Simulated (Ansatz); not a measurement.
## Electronic structure of CsCl in real space

```
CELL_PARAMETERS angstrom
3.42110 0.00000 -3.42110
-3.42110 3.42110 0.00000
7.38958 7.38958 7.38958
ATOMIC_POSITIONS crystal
Cs 0.00000 0.00000 0.00000
Cs 0.66667 0.33333 0.33333
Cs 0.33333 0.66667 0.66667
Cl 0.33333 0.66667 0.16667
Cl 0.00000 0.00000 0.50000
Cl 0.66667 0.33333 0.83333
```

Space group R-3m.

Computed with Ansatz, DFT r2SCAN, scalar-relativistic, plane waves, PAW.

The density is the valence pseudo-density of a PAW calculation; it isn't the true density close to the nuclei.

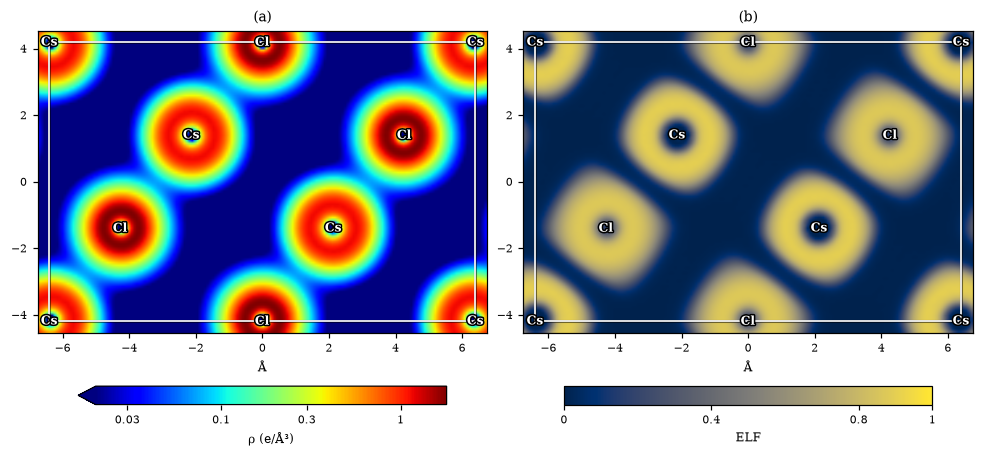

Figure 1. (a) valence electron density; (b) electron localisation function on the (110) plane of the conventional cell.

Q: Describe what can be read from this map.

A:
- Atoms in the plane: Cs and Cl.
- Cs–Cl (3.51 Å): ρ is about 0.07 e/Å³ halfway; the ELF is about 0.05 at the midpoint (a largely ionic contact).
- Between the atoms the lowest density in this plane is 0.003 e/Å³.
- The features right at Cs lie inside the PAW spheres, where the map follows smoothed inner orbitals and isn't to be read closely.

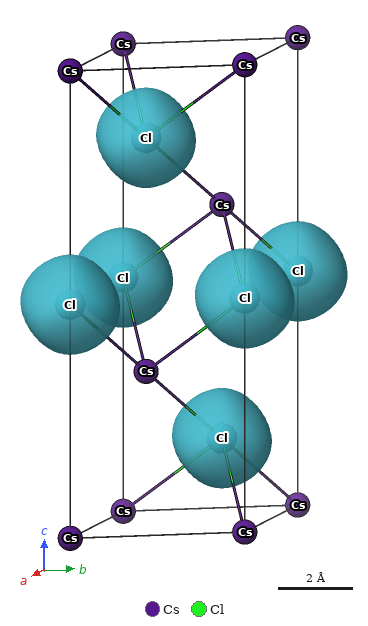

Figure 2. Isosurface of the electron localisation function at 0.7 (cyan), seen slightly off an axis. Only the valence region is drawn (cores and ρ < 0.01 e/Å³ removed). Sticks mark near contacts.

Q: Where are the electrons localised?

A: At this value the surface marks out three regions wrapped around Cl (the valence shell of each), counted in one cell of 6 atoms. Regions shared between cells count once.

Q: Does the calculation make it a metal, or give it a gap?

A: It is gapped, with a Kohn–Sham gap of 5.4 eV on the k-point mesh, an upper bound to the gap of this method.
